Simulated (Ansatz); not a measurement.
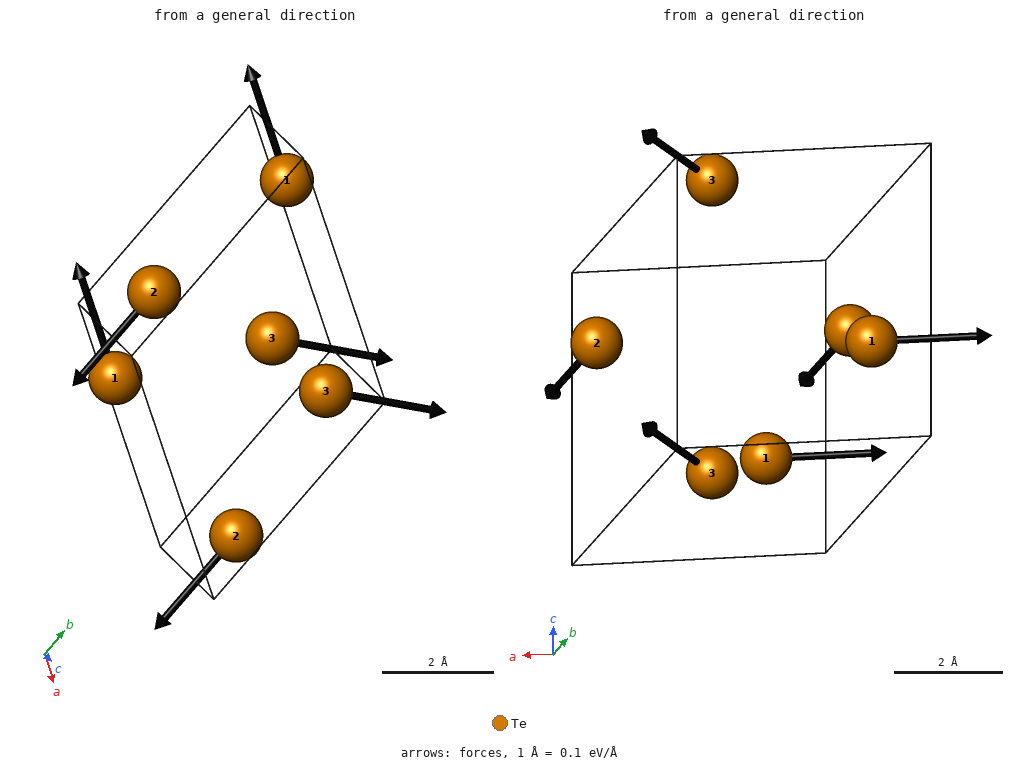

An orthographic spheres-only view of the structure, from two general directions. Atoms at the boundary of the simulation cell (the box) are drawn once for each face, edge or corner they touch. The arrows are the computed forces on the atoms.

System: Te. The calculation used DFT, HSE06, plane waves, PAW in Ansatz, with a basis cut at 420 eV, k-point mesh 6×6×4, Fermi-Dirac smearing of 0.02 eV, no spin polarisation.

Are the atoms in equilibrium?

No. The atoms still feel forces of up to about 0.18 eV/Å, above a usual threshold of 0.01 to 0.03 eV/Å.

Which atom is furthest from force balance?

All Te atoms, about 0.18 eV/Å.

The initial geometry was a structure listed in the Materials Project. The cell was then strained or its atoms displaced on purpose. A calculation with Ansatz used it as input.
